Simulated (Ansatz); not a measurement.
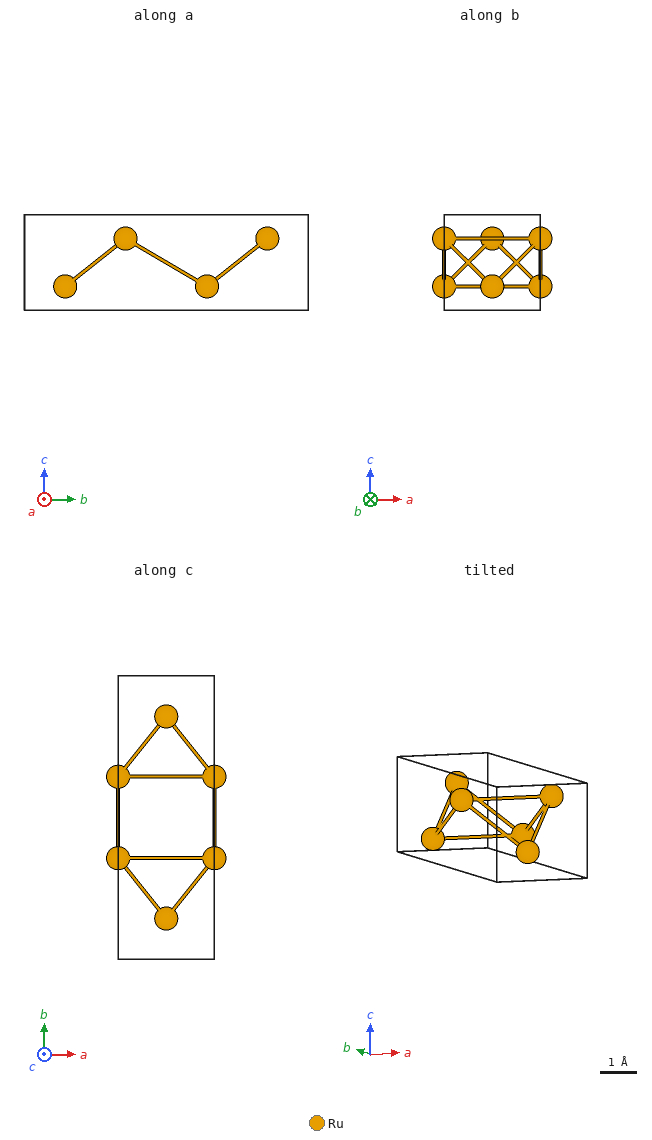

We look at a ball-and-stick model of the crystal along the a axis, along the b axis, along the c axis and slightly off an axis. The wireframe shows the conventional unit cell.

Lattice parameters: a = 2.6746 Å, b = 7.8786 Å, c = 2.6590 Å, α = 90.000°, β = 90.000°, γ = 90.000°.

Write down what is shown as a CIF with its space group and independent sites, with free fractional coordinates to two decimals.

```cif
data_structure
_symmetry_space_group_name_H-M 'C m c m'
_symmetry_Int_Tables_number 63
_cell_length_a 2.6746
_cell_length_b 7.8786
_cell_length_c 2.6590
_cell_angle_alpha 90.000
_cell_angle_beta 90.000
_cell_angle_gamma 90.000
_cell_volume 56.03
loop_
_atom_site_label
_atom_site_type_symbol
_atom_site_symmetry_multiplicity
_atom_site_Wyckoff_symbol
_atom_site_fract_x
_atom_site_fract_y
_atom_site_fract_z
_atom_site_occupancy
Ru1 Ru 4 c 0.00 0.36 0.75 1
```

The cell started as a structure type filled with this element by a generator (whether the element takes this form wasn't checked). Earlier steps of the study may have refined or changed the cell and positions. It was run through Ansatz as a DFT input.
